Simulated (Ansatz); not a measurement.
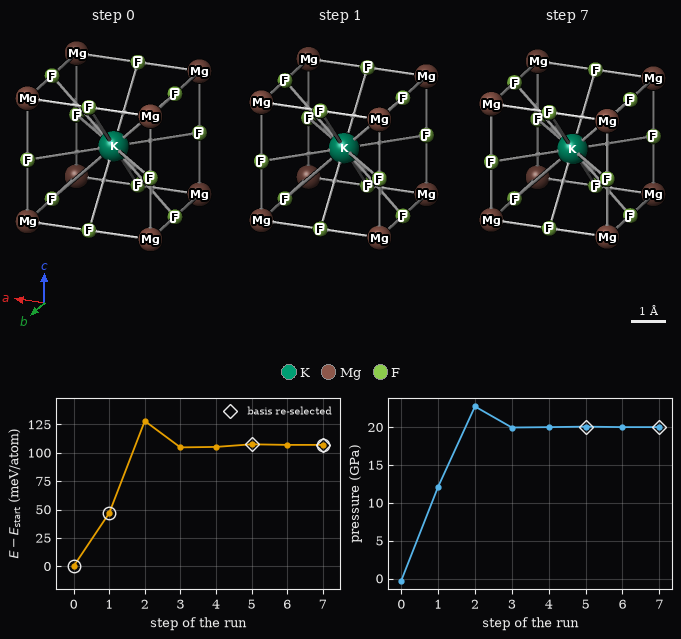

Frames of a relaxation of solid KMgF3 (set up in Pm-3m), marked on the history of the run. Style: ball-and-stick. Shown: the cell of the calculation, from a free direction.

The run lets cell and atoms move.

Level of theory: Ansatz, Kohn-Sham DFT of a periodic cell, r2SCAN, Ansatz PAW.

Input
```yaml
crystal:
  lattice:
    - [3.9859, 0.0, 0.0]
    - [0.0, 3.9859, 0.0]
    - [0.0, 0.0, 3.9859]
  atoms:
    - { symbol: K, position: [0.5, 0.5, 0.5] }
    - { symbol: Mg, position: [0.0, 0.0, 0.0] }
    - { symbol: F, position: [0.0, 0.0, 0.5] }
    - { symbol: F, position: [0.0, 0.5, 0.0] }
    - { symbol: F, position: [0.5, 0.0, 0.0] }
hamiltonian:
  xc: r2scan
  pseudopotentials: { kind: paw }
kpoints:
  mp_grid: { grid: [7, 7, 7] }
scf:
  occupations: { method: fermi_dirac, width: 0.05 }
output:
  forces: true
  stress: true
  eigenvalues: true
  write_density: true
  write_potential: true
  elf: true
  volumetric_format: npy
relax:
  f_tol: 0.01
  max_steps: 40
  cell: { stress_tol: 0.05, p_target: 20.0 }
```

Run as
```bash
ansatz run input.yaml --threads 2 --pin off --max-ram 5632MiB --backend cpu --events-out ev --progress --plain --runs-dir out
```

Question: What happens along the run?

Answer: After 5 accepted moves (7 points after the start) the energy has risen by 107 meV per atom. With the target pressure of 20 GPa, the enthalpy E + pV changes by −150 meV per atom. All forces vanish by symmetry, so only the cell relaxes. Pressure: −0.29 GPa at the start and 20.00 GPa at the end. At 2 points the geometry stayed and the basis and grid were re-selected for the new cell (energy shift of 2.3 meV per atom at most each time). The atoms keep their places relative to the cell (all moves are under 0.005 Å). The drawn cell changes as follows: a = b = c 3.986 → 3.757 Å (−5.7 %); the volume changes by −16.2 %. Near-neighbour distances that change, for instance: K–Mg 3.452 → 3.254 Å, F–K 2.818 → 2.657 Å, F–Mg 1.993 → 1.879 Å. The space group stays Pm-3m (No. 221). From step 0 to 1: volume −11.6 %, energy +46.8 meV per atom. From step 1 to 7: volume −5.3 %, energy +60.1 meV per atom.
